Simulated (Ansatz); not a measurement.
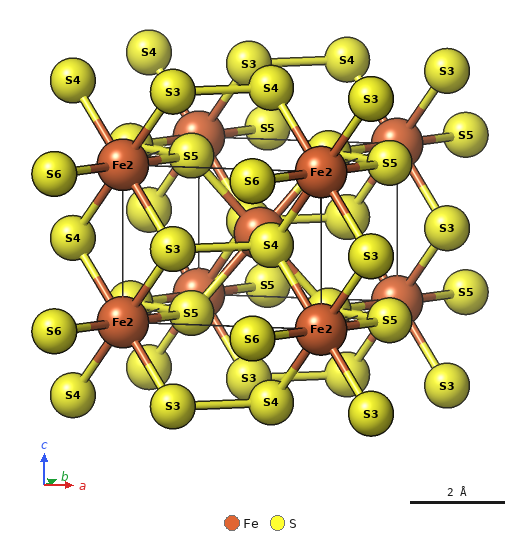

This is solid FeS2 (built on the database structure type) at its r2SCAN-relaxed geometry. Style: ball-and-stick. Shown: the cell of the calculation, slightly off an axis.

Theory: Ansatz, DFT, r2SCAN, plane waves, PAW. Set-up: plane-wave cutoff 500 eV; k-point mesh 6 × 6 × 8; occupations fixed; no spin polarisation.

Now this is done to it. The cell is strained by +0.6 % along c and −1.4 % across it (volume −2.1 %). The atoms and the free axis were relaxed with r2SCAN under that strain, and this is a single point on that geometry.

The input:
```yaml
crystal:
  lattice:
    - [4.370993442, 0.0, 0.0]
    - [0.0, 5.3276520558, 0.0]
    - [0.0, 0.0, 3.4002265487]
  atoms:
    - { symbol: Fe, position: [0.5, 0.5, 0.5] }
    - { symbol: Fe, position: [0.0, 0.0, 0.0] }
    - { symbol: S, position: [0.2978941071, 0.877855781, 0.5] }
    - { symbol: S, position: [0.7021058929, 0.122144219, 0.5] }
    - { symbol: S, position: [0.2021058929, 0.377855781, 0.0] }
    - { symbol: S, position: [0.7978941071, 0.622144219, 0.0] }
kpoints:
  mp_grid: { grid: [6, 6, 8] }
  band_path:
    path:
      - [0.0, 0.0, 0.0]
      - [0.5, 0.0, 0.0]
      - [0.5, 0.5, 0.0]
      - [0.0, 0.5, 0.0]
      - [0.0, 0.0, 0.5]
      - [0.5, 0.0, 0.5]
      - [0.5, 0.5, 0.5]
      - [0.0, 0.5, 0.5]
      - [0.0, 0.5, 0.35]
      - [0.414062, 0.0, 0.0]
    npoints: 1
hamiltonian:
  xc: r2scan
scf:
  occupations: { method: fixed }
  n_extra_bands: 5
output:
  forces: true
  stress: true
  eigenvalues: true
```

Run as
```bash
ansatz run input.yaml --threads 4 --pin off --max-ram 4608MiB --backend cpu --events-out ev --progress --plain --runs-dir out
```

Q: What does the calculation give for the changed structure?

A: Among the bonded contacts that change: Fe–S 2.226 → 2.198 Å, S–S 2.216 → 2.194 Å, Fe–S 2.246 → 2.238 Å. The space group stays Pnnm (No. 58). The energy rises by 5.9 meV per atom. Pressure: 0.0 GPa before, 3.6 GPa after. The principal stresses (compression positive) are 6.3 GPa along b, 4.4 GPa along a, none along the third axis. The forces stay under 0.01 eV/Å.

Drawn alike, the variant:

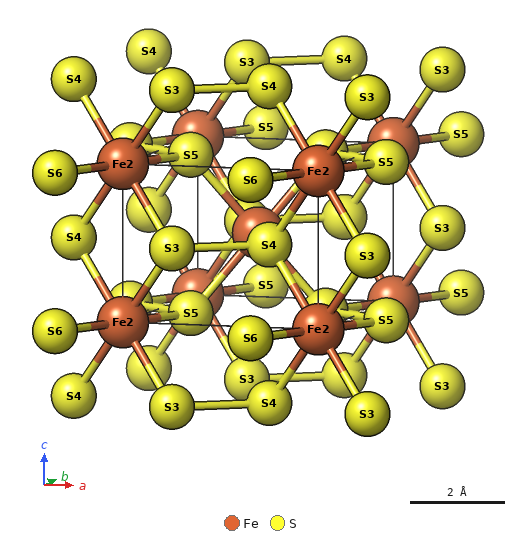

Limits of the set-up: an element that often carries a moment was run without spin polarisation.
